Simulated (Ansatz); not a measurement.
# GaN: a changed input and its effect

System: GaN (P1, 4 atoms in the cell).
Method of run 1: DFT r2SCAN, scalar-relativistic, plane waves, PAW, no spin polarisation (Ansatz 0.2.0).

The structure derives from an entry of the Crystallography Open Database. Text and figures count atoms from 1; the logs count them from 0 in places.

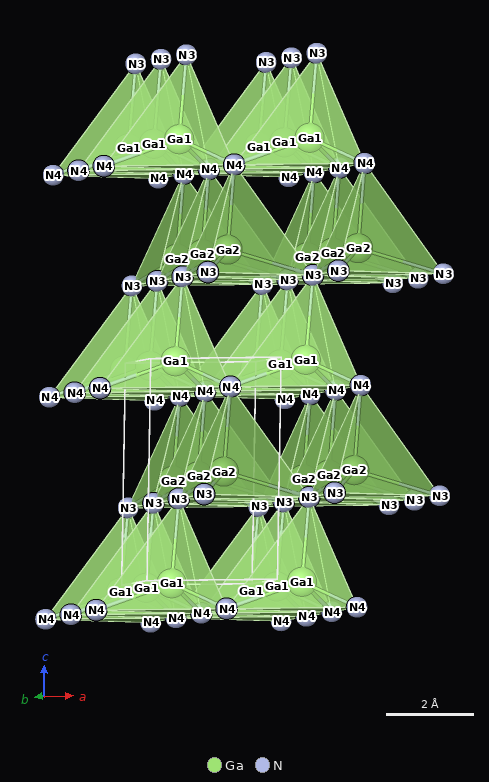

Fig. 1: The structure (polyhedral view of the cell of the calculation, repeated 2 × 3 × 2, seen at an oblique angle; polyhedra are completed across the faces of the cell; atoms are numbered from 1 in the order of the input). An atom can appear more than once, as a periodic image.

## Input, run 1
```yaml
crystal:
  lattice:
    - [3.1716466267, 0.009940113, 0.0284905139]
    - [-1.5772149231, 2.7558590239, -0.016254647]
    - [0.0463960899, -0.003778459, 5.1066953093]
  atoms:
    - { symbol: Ga, position: [0.3156388819, 0.6531822321, 0.9995294661] }
    - { symbol: Ga, position: [0.636692595, 0.3168610788, 0.4934262695] }
    - { symbol: "N", position: [0.3660659041, 0.6848236194, 0.3808419576] }
    - { symbol: "N", position: [0.681602619, 0.3451330698, 0.8762023069] }
basis:
  ecutwfc: 500
kpoints:
  mp_grid: { grid: [12, 12, 6] }
hamiltonian:
  xc: r2scan
scf:
  occupations: { method: gaussian, width: 0.05 }
output:
  forces: true
  stress: true
  eigenvalues: true
```

Launched with:
```bash
ansatz run input.yaml --threads 2 --pin off --max-ram 5120MiB --backend cpu --events-out ev --progress --plain --runs-dir out
```

Hardware: 2 threads of Oxide Virtual Turin-like (Zen 5), 32 GiB of memory available, shared host.

## Output, shortened to warnings, some set-up lines, iterations and results (run 1)
```
Basis set: ecut = 500 eV, 1111 PW (Γ), exchange–correlation on 96×96×160 points (64 copies of the dense FFT grid, shifted against one another)
Symmetry: 1 space group operations
k-points: 436 of 864 (time reversal used)
Initial density: superposition of atomic densities (neutral atoms: chi_scale 0, normalization atom), corrected by the library's trained network
[...]
SCF iter   1: F=—  HF=-8352.443135 eV  |F-HF|=—  |Δ(HF+E_count)|=         —  Δρ=1.27e-2  dr2=2.74e-2  dr2_τ=2.08e-1  ethr=1.77e-3  ⟨swp⟩=5.0  Hψ=38952  notcnv=0
SCF iter   2: F=—  HF=-8352.509402 eV  |F-HF|=—  |Δ(HF+E_count)|=   6.63e-2  Δρ=5.98e-3  dr2=9.77e-3  dr2_τ=3.11e-4  ethr=7.62e-5  ⟨swp⟩=2.0  Hψ=22672  notcnv=0
SCF iter   3: F=—  HF=-8352.508774 eV  |F-HF|=—  |Δ(HF+E_count)|=   6.27e-4  Δρ=3.73e-3  dr2=2.67e-3  dr2_τ=9.37e-5  ethr=2.71e-5  ⟨swp⟩=2.3  Hψ=16826  notcnv=0
SCF iter   4: F=—  HF=-8352.508760 eV  |F-HF|=—  |Δ(HF+E_count)|=   1.47e-5  Δρ=3.18e-4  dr2=2.41e-5  dr2_τ=8.71e-6  ethr=7.41e-6  ⟨swp⟩=2.0  Hψ=17440  notcnv=0
SCF iter   5: F=—  HF=-8352.508783 eV  |F-HF|=—  |Δ(HF+E_count)|=   2.30e-5  Δρ=1.31e-4  dr2=4.10e-6  dr2_τ=4.10e-7  ethr=6.69e-8  ⟨swp⟩=2.1  Hψ=16960  notcnv=0
SCF iter   6: F=—  HF=-8352.508787 eV  |F-HF|=—  |Δ(HF+E_count)|=   4.40e-6  Δρ=3.07e-5  dr2=4.24e-7  dr2_τ=1.60e-8  ethr=1.14e-8  ⟨swp⟩=2.7  Hψ=17440  notcnv=0
SCF iter   7: F=—  HF=-8352.508787 eV  |F-HF|=—  |Δ(HF+E_count)|=   3.33e-8  Δρ=1.07e-5  dr2=3.16e-8  dr2_τ=1.03e-9  ethr=2.78e-10  ⟨swp⟩=5.9  Hψ=46018  notcnv=0
SCF iter   8: F=-8352.508787 eV  HF=-8352.508787 eV  |F-HF|=7.93e-9  |Δ(HF+E_count)|=   2.58e-8  Δρ=6.09e-6  dr2=1.61e-8  dr2_τ=8.15e-10  ethr=8.79e-11  ⟨swp⟩=4.1  Hψ=35374  …
SCF 1 converged in 8 iterations: F = -8352.508787 eV  dr2 = 1.61e-8
SCF converged after 8 iterations
Free energy (F): -8352.508787 eV
Harris-Foulkes:  -8352.508787 eV  (|F-HF|=7.93e-9)
Internal energy: -8352.508787 eV  (E = F + TS)
E sigma→0 (E₀):  -8352.508787 eV
Fermi energy:    11.076754 eV
--- Per-component energies (eV) ---
  E_band       = -21.946187
  E_kinetic    = 496.251724
  E_local      = -3882.423316  (includes V_loc(G=0)·N_el)
  E_nonlocal   = 953.011296
  E_hartree    = 1793.873131
  E_xc         = -244.258316
  E_vxc        = -288.233530  (∫ρ·V_xc dr)
  E_paw        = -4274.359137  (= ΣΔE_a)
  E_vpaw       = -904.017678  (= ΣTr[D̂ρ^β])
  E_aug_tail   = -0.000045  (compensation charges beyond the density's cutoff)
  E_vtau       = 15.717742  (kinetic-family band-sum trace: ∫τ·v_τ [+ j·A + Jᵃ·Aᵃ] dr)
  E_ewald      = -3193.238854
  E_core_change = -1.365269  (= ΣΔE_core)
  E_smearing   = -0.000000  (= −TS)
  E_closure    = 0.000000  (closes the sum)
  Σ components = -8352.508787   (vs F -8352.508787, Δ=0.00e0)
--- Forces (eV/Å), atoms counted from 1 ---
  atom   1  Ga     0.90543116     0.94863289    -0.06523979
  atom   2  Ga     1.47268831     1.15387617     0.95990735
  atom   3  N     -1.49483167    -1.15930916    -0.82244112
  atom   4  N     -0.88326655    -0.94318494    -0.07222563
  max |Σ_I F_I| component: 2.13e-5 eV/Å
--- Stress (GPa, compression-positive) ---
        4.911786      -3.427031       1.475971
       -3.427034       5.851274       3.060050
        1.475974       3.060047       5.124316
  P = ⅓ Tr σ = 5.2958 GPa (52.958 kbar)
```

The input of run 2 differs as follows (lines with − go, lines with + come):
```diff
-    - [3.1716466267, 0.009940113, 0.0284905139]
-    - [-1.5772149231, 2.7558590239, -0.016254647]
-    - [0.0463960899, -0.003778459, 5.1066953093]
+    - [3.178973029, -0.0052254494, -0.0329191858]
+    - [-1.5940118865, 2.7920874749, 0.0255019252]
+    - [-0.0536080714, 0.0170032105, 5.1629832504]
-    - { symbol: Ga, position: [0.3156388819, 0.6531822321, 0.9995294661] }
-    - { symbol: Ga, position: [0.636692595, 0.3168610788, 0.4934262695] }
-    - { symbol: "N", position: [0.3660659041, 0.6848236194, 0.3808419576] }
-    - { symbol: "N", position: [0.681602619, 0.3451330698, 0.8762023069] }
+    - { symbol: Ga, position: [0.3321354712, 0.6668066213, 0.997480314] }
+    - { symbol: Ga, position: [0.663887414, 0.3401401018, 0.4944704693] }
+    - { symbol: "N", position: [0.3242576795, 0.6628306934, 0.3783878645] }
+    - { symbol: "N", position: [0.6797194352, 0.3302225835, 0.8796613522] }
```

What does this change do to the results?

With the same functional and potentials, run 2 lies 51.2 meV per atom lower. The gap on the mesh goes from 2.32 to 2.25 eV. The pressure goes from 5.30 to −0.78 GPa. The largest force goes from 2.103 to 0.975 eV/Å. The volume per atom goes from 11.18 to 11.44 Å³. The SCF takes 7 iterations against 8. The plane waves at Γ go from 1111 to 1141.

## Output, shortened to warnings, some set-up lines, iterations and results (run 2)
```
Basis set: ecut = 500 eV, 1141 PW (Γ), exchange–correlation on 96×96×160 points (64 copies of the dense FFT grid, shifted against one another)
Symmetry: 1 space group operations
k-points: 436 of 864 (time reversal used)
Initial density: superposition of atomic densities (neutral atoms: chi_scale 0, normalization atom), corrected by the library's trained network
[...]
SCF iter   1: F=—  HF=-8352.652378 eV  |F-HF|=—  |Δ(HF+E_count)|=         —  Δρ=1.25e-2  dr2=2.70e-2  dr2_τ=1.89e-1  ethr=1.77e-3  ⟨swp⟩=5.0  Hψ=38692  notcnv=0
SCF iter   2: F=—  HF=-8352.714283 eV  |F-HF|=—  |Δ(HF+E_count)|=   6.19e-2  Δρ=5.86e-3  dr2=9.56e-3  dr2_τ=3.08e-4  ethr=7.49e-5  ⟨swp⟩=2.0  Hψ=22672  notcnv=0
SCF iter   3: F=—  HF=-8352.713736 eV  |F-HF|=—  |Δ(HF+E_count)|=   5.46e-4  Δρ=3.68e-3  dr2=2.64e-3  dr2_τ=9.04e-5  ethr=2.66e-5  ⟨swp⟩=2.3  Hψ=16789  notcnv=0
SCF iter   4: F=—  HF=-8352.713745 eV  |F-HF|=—  |Δ(HF+E_count)|=   8.61e-6  Δρ=2.99e-4  dr2=2.20e-5  dr2_τ=8.70e-6  ethr=7.34e-6  ⟨swp⟩=2.0  Hψ=16901  notcnv=0
SCF iter   5: F=—  HF=-8352.713769 eV  |F-HF|=—  |Δ(HF+E_count)|=   2.37e-5  Δρ=1.31e-4  dr2=4.09e-6  dr2_τ=4.47e-7  ethr=6.11e-8  ⟨swp⟩=2.1  Hψ=16684  notcnv=0
SCF iter   6: F=—  HF=-8352.713773 eV  |F-HF|=—  |Δ(HF+E_count)|=   4.55e-6  Δρ=3.57e-5  dr2=6.21e-7  dr2_τ=3.25e-8  ethr=1.14e-8  ⟨swp⟩=2.7  Hψ=17440  notcnv=0
SCF iter   7: F=-8352.713773 eV  HF=-8352.713773 eV  |F-HF|=9.80e-8  |Δ(HF+E_count)|=   1.77e-8  Δρ=1.41e-5  dr2=8.48e-8  dr2_τ=9.21e-9  ethr=2.78e-10  ⟨swp⟩=6.0  Hψ=46067  …
SCF 1 converged in 7 iterations: F = -8352.713773 eV  dr2 = 8.48e-8
SCF converged after 7 iterations
Free energy (F): -8352.713773 eV
Harris-Foulkes:  -8352.713773 eV  (|F-HF|=9.80e-8)
Internal energy: -8352.713773 eV  (E = F + TS)
E sigma→0 (E₀):  -8352.713773 eV
Fermi energy:    10.580032 eV
--- Per-component energies (eV) ---
  E_band       = -32.902762
  E_kinetic    = 493.936337
  E_local      = -3916.522338  (includes V_loc(G=0)·N_el)
  E_nonlocal   = 952.969932
  E_hartree    = 1806.522029
  E_xc         = -243.372015
  E_vxc        = -287.018525  (∫ρ·V_xc dr)
  E_paw        = -4274.795544  (= ΣΔE_a)
  E_vpaw       = -904.988241  (= ΣTr[D̂ρ^β])
  E_aug_tail   = -0.000040  (compensation charges beyond the density's cutoff)
  E_vtau       = 15.672964  (kinetic-family band-sum trace: ∫τ·v_τ [+ j·A + Jᵃ·Aᵃ] dr)
  E_ewald      = -3170.086866
  E_core_change = -1.365269  (= ΣΔE_core)
  E_smearing   = -0.000000  (= −TS)
  E_closure    = -0.000000  (closes the sum)
  Σ components = -8352.713773   (vs F -8352.713773, Δ=0.00e0)
--- Forces (eV/Å), atoms counted from 1 ---
  atom   1  Ga     0.71985426     0.06095456     0.11192920
  atom   2  Ga     0.14593718    -0.51976805     0.50927456
  atom   3  N      0.01840067     0.51398958    -0.21439182
  atom   4  N     -0.88416036    -0.05517832    -0.40684738
  max |Σ_I F_I| component: 3.54e-5 eV/Å
--- Stress (GPa, compression-positive) ---
        2.044167       2.419592       3.167548
        2.419593      -3.581830      -1.102762
        3.167549      -1.102763      -0.799719
  P = ⅓ Tr σ = -0.7791 GPa (-7.791 kbar)
```

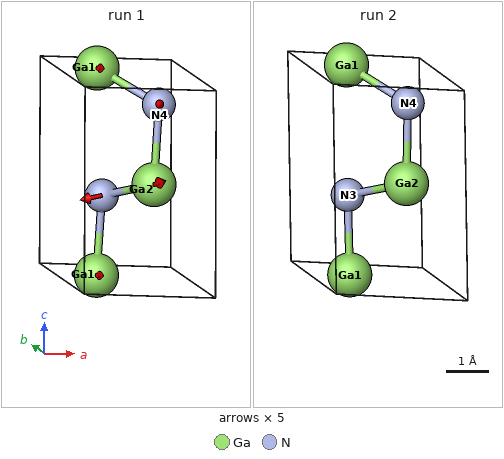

Fig. 2: The two input geometries at one scale (ball-and-stick view of the cell of the calculation, seen slightly off an axis). The red arrows on the first give the shifts of the atoms relative to the cell, with their mean removed, magnified 5 times. N3 moves most relative to the cell: 0.12 Å. Largest moves by element: N 0.12 Å, Ga 0.08 Å. (The mean shift of all atoms is removed.) The volume changes by +2.4 %, with a 3.172 → 3.179 Å (+0.2 %), b 3.175 → 3.215 Å (+1.3 %), c 5.107 → 5.163 Å (+1.1 %), α 90.6° → 89.1°, β 89.0° → 91.2°, γ 119.6° → 119.8°. Among the contacts that change: Ga2–N3 2.084 → 1.926 Å, Ga1–N4 2.013 → 1.945 Å, Ga2–N4 1.960 → 1.989 Å, Ga1–N3 1.954 → 1.967 Å.

## The two runs side by side

| quantity | run 1 | run 2 |
| --- | --- | --- |
| outcome | converged | converged |
| free energy per atom (eV) | −2088.1272 | −2088.1784 |
| gap on the mesh (eV) | 2.32 | 2.25 |
| pressure (GPa) | 5.30 | −0.78 |
| volume per atom (Å³) | 11.18 | 11.44 |
| largest force (eV/Å) | 2.103 | 0.975 |
| SCF iterations | 8 | 7 |
| irreducible k-points | 436 | 436 |
| plane waves at Γ | 1111 | 1141 |
| wall time (shared host) | 42 s | 49 s |

For run 1: The cell is under a pressure of 5.3 GPa at this level, so it is not at its equilibrium volume.
